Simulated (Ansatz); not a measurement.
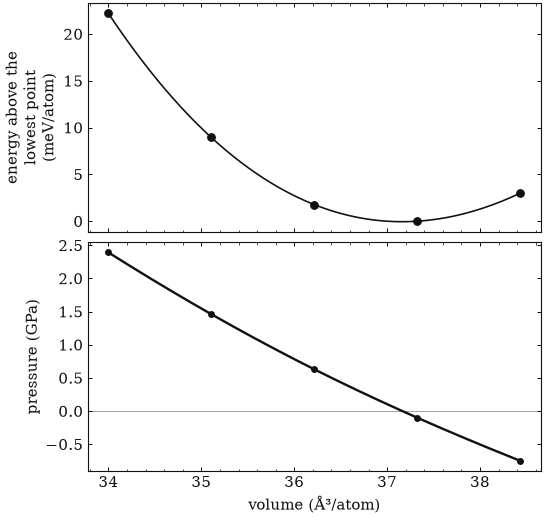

The plot gives the computed energy above the lowest point and pressure against volume for La, space group Fm-3m (No. 225) (one of a set of cubic test structures, which need not be the stable phase).

How it was computed, with Ansatz 0.2.0 development build: equation of state of a cubic crystal from periodic Kohn-Sham density functional theory without spin, third-order Birch-Murnaghan fit to the free energies; pressure corrected for the finite basis. Level: r2SCAN.

- structure type: fcc
- atoms in cell: 1
- space group number: 225
- lattice centring: face-centred primitive
- k mesh: 11×11×11
- occupation method: Fermi–Dirac
- occupation width: 0.1 eV
- wave cutoff: 700 eV
- datasets: hard PAW
- density tolerance: 1e−09 eV
- bands: 15
- density cutoff ratio: 4
- search for lower states: default
- xc grid level: 2

How stiff is the solid, and where is its volume at rest?

Answer. A third-order Birch–Murnaghan fit gives V0 = 37.16 Å³/atom, B0 = 23.5 GPa and B′ = 3.1.

How does the pressure vary with volume?

Answer. It falls from 2.393 GPa at volume 34.00 Å³/atom to −0.750 GPa at 38.43 Å³/atom, and changes sign near 37.2 Å³/atom.

Caveats: cubic model structure, not the ambient form; modest k-mesh, values are not fully converged in k; pseudopotentials made with PBE, not this functional.

The computed values:

| volume (Å³/atom) | energy above the lowest point (meV/atom) | pressure (GPa) |
| --- | --- | --- |
| 34.00 | 22.2 | 2.393 |
| 35.11 | 8.9 | 1.461 |
| 36.22 | 1.8 | 0.630 |
| 37.32 | 0.0 | −0.100 |
| 38.43 | 3.0 | −0.750 |
